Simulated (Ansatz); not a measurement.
Input

```
crystal:
  lattice:
    - [-5.1420961961, 5.1420961961, 5.1420961961]
    - [5.1420961961, -5.1420961961, 5.1420961961]
    - [5.1420961961, 5.1420961961, -5.1420961961]
  atoms:
    - { symbol: In, position: [0.25, 0.2161285444, 0.9661285444] }
    - { symbol: In, position: [0.75, 0.2838714556, 0.5338714556] }
    - { symbol: In, position: [0.9661285444, 0.25, 0.2161285444] }
    - { symbol: In, position: [0.5338714556, 0.75, 0.2838714556] }
    - { symbol: In, position: [0.2161285444, 0.9661285444, 0.25] }
    - { symbol: In, position: [0.2838714556, 0.5338714556, 0.75] }
    - { symbol: In, position: [0.75, 0.7838714556, 0.0338714556] }
    - { symbol: In, position: [0.25, 0.7161285444, 0.4661285444] }
    - { symbol: In, position: [0.0338714556, 0.75, 0.7838714556] }
    - { symbol: In, position: [0.4661285444, 0.25, 0.7161285444] }
    - { symbol: In, position: [0.7838714556, 0.0338714556, 0.75] }
    - { symbol: In, position: [0.7161285444, 0.4661285444, 0.25] }
    - { symbol: In, position: [0.5, 0.5, 0.5] }
    - { symbol: In, position: [0.5, 0.0, 0.0] }
    - { symbol: In, position: [0.0, 0.5, 0.0] }
    - { symbol: In, position: [0.0, 0.0, 0.5] }
    - { symbol: O, position: [0.5368945507, 0.772119497, 0.5442893658] }
    - { symbol: O, position: [0.7278301312, 0.9926051849, 0.9557106342] }
    - { symbol: O, position: [0.9631054493, 0.5073948151, 0.2352249463] }
    - { symbol: O, position: [0.7721698688, 0.727880503, 0.2647750537] }
    - { symbol: O, position: [0.5442893658, 0.5368945507, 0.772119497] }
    - { symbol: O, position: [0.9557106342, 0.7278301312, 0.9926051849] }
    - { symbol: O, position: [0.2352249463, 0.9631054493, 0.5073948151] }
    - { symbol: O, position: [0.2647750537, 0.7721698688, 0.727880503] }
    - { symbol: O, position: [0.772119497, 0.5442893658, 0.5368945507] }
    - { symbol: O, position: [0.9926051849, 0.9557106342, 0.7278301312] }
    - { symbol: O, position: [0.5073948151, 0.2352249463, 0.9631054493] }
    - { symbol: O, position: [0.727880503, 0.2647750537, 0.7721698688] }
    - { symbol: O, position: [0.4631054493, 0.227880503, 0.4557106342] }
    - { symbol: O, position: [0.2721698688, 0.0073948151, 0.0442893658] }
    - { symbol: O, position: [0.0368945507, 0.4926051849, 0.7647750537] }
    - { symbol: O, position: [0.2278301312, 0.272119497, 0.7352249463] }
    - { symbol: O, position: [0.4557106342, 0.4631054493, 0.227880503] }
    - { symbol: O, position: [0.0442893658, 0.2721698688, 0.0073948151] }
    - { symbol: O, position: [0.7647750537, 0.0368945507, 0.4926051849] }
    - { symbol: O, position: [0.7352249463, 0.2278301312, 0.272119497] }
    - { symbol: O, position: [0.227880503, 0.4557106342, 0.4631054493] }
    - { symbol: O, position: [0.0073948151, 0.0442893658, 0.2721698688] }
    - { symbol: O, position: [0.4926051849, 0.7647750537, 0.0368945507] }
    - { symbol: O, position: [0.272119497, 0.7352249463, 0.2278301312] }
basis:
  ecutwfc: 420
kpoints:
  mp_grid: { grid: [4, 4, 4] }
hamiltonian:
  xc: pbe
  pseudopotentials: { azcp: { folder: soft_1 } }
scf:
  occupations: { method: gaussian, width: 0.02 }
output:
  forces: true
  stress: true
  eigenvalues: true
  write_density: true
  write_potential: true
  elf: true
  volumetric_format: npy
relax:
  adjacent_minimum: "off"
  f_tol: 0.005
  max_steps: 80
  cell: { stress_tol: 0.05 }
```

Run with:

```sh
ansatz run input.yaml --threads 8 --pin off --max-ram 22528MiB --backend cpu --events-out ev --progress --plain --runs-dir out
```

The fields are those of the relaxed geometry.

Space group Ia-3; PAW files of the earlier set (soft_1).

Level of theory: DFT PBE, scalar-relativistic, plane waves, PAW (Ansatz).

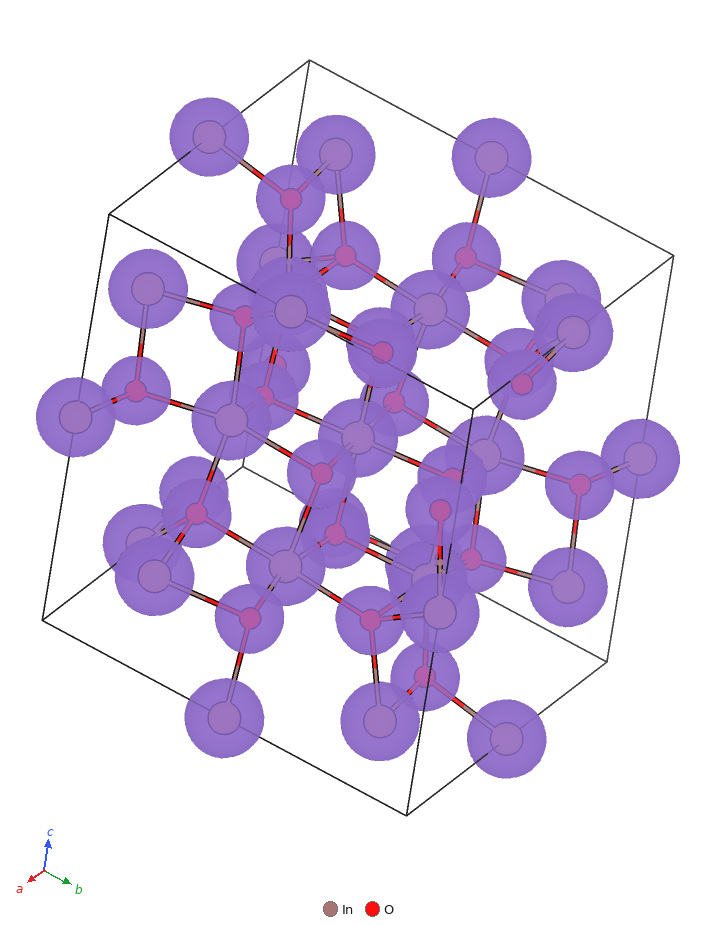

In2O3. Isosurface of the valence electron density at 1 e/Å³ (purple), seen at an oblique angle. Sticks mark near contacts.

In a PAW calculation such maps are meaningful between the atoms, not at the nuclei.

Q: How is the density connected at this value?

A: At this value the density breaks into separate islands; it holds about 70 % of the electrons treated as valence (semicore included). It bridges none of the near contacts. It is pinched off along the shortest In–O (2.16 Å), In–O (2.21 Å) and In–O (2.25 Å) contacts. On the grid the lowest density along these lines, outside the cores, is 0.5 e/Å³ (In–O, 2.16 Å), 0.45 e/Å³ (In–O, 2.21 Å) and 0.42 e/Å³ (In–O, 2.25 Å).

Q: Does the calculation give a band gap?

A: It is gapped, with a Kohn–Sham gap of 0.94 eV on the k-point mesh (the band edges may lie off the mesh, which would make the gap smaller).
